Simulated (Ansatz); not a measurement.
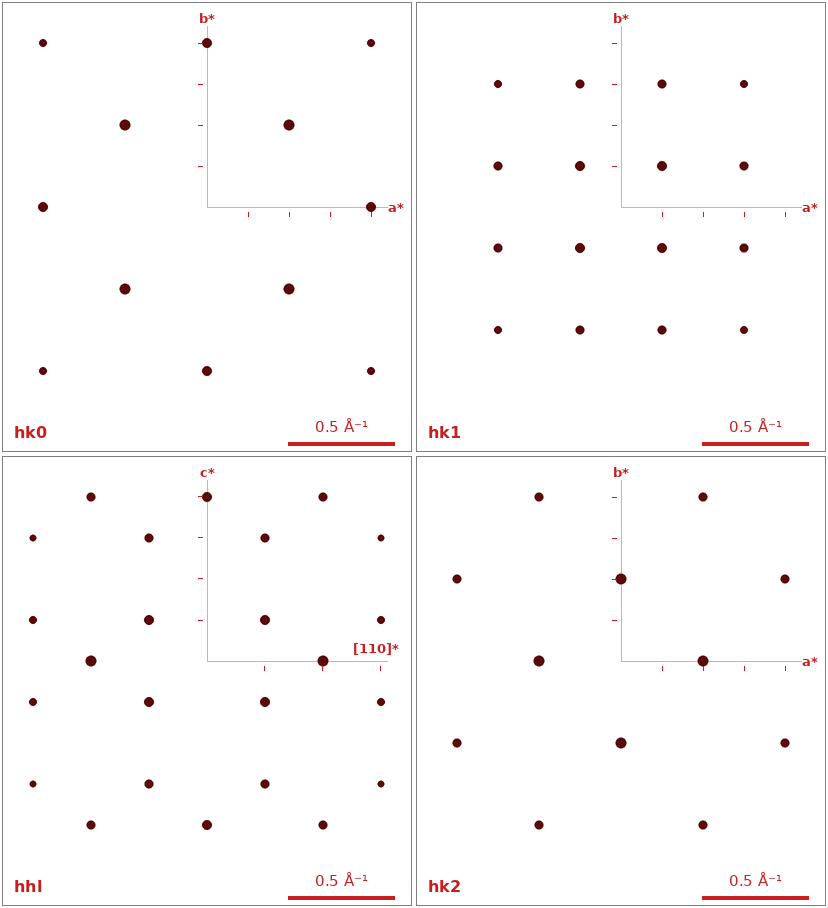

Four undistorted layers of reciprocal space, calculated for a single crystal (X-rays, kinematic |F|², B = 0.5 Å²). Tick marks count the reciprocal lattice steps of the conventional cell along each axis.

Q: What cell do the layers give?

A: a* = 0.194, b* = 0.194, c* = 0.194 Å⁻¹; the cell is cubic with a = 5.15 Å.

Q: List the systematic absences.

A: Reflections are present only under these conditions. hkl: h + k = 2n, h + l = 2n; hk0: h = 2n, h + k = 4n; hhl: h + l = 2n; h00: h = 4n. The lattice is face-centred (F). Further gaps, such as 2 2 2, 4 4 2, come from atoms on special positions, not from the group's general conditions.

Q: Which space groups fit?

A: The intensities have Laue symmetry m-3m (the hk0 layer shows 4mm, hk1 shows 4mm). With these conditions only Fd-3m (No. 227) fits. The compound is Cr. Structure: the input geometry of an electronic-structure calculation (not necessarily at equilibrium); the starting structure was generated, so it need not be a known form of this composition.
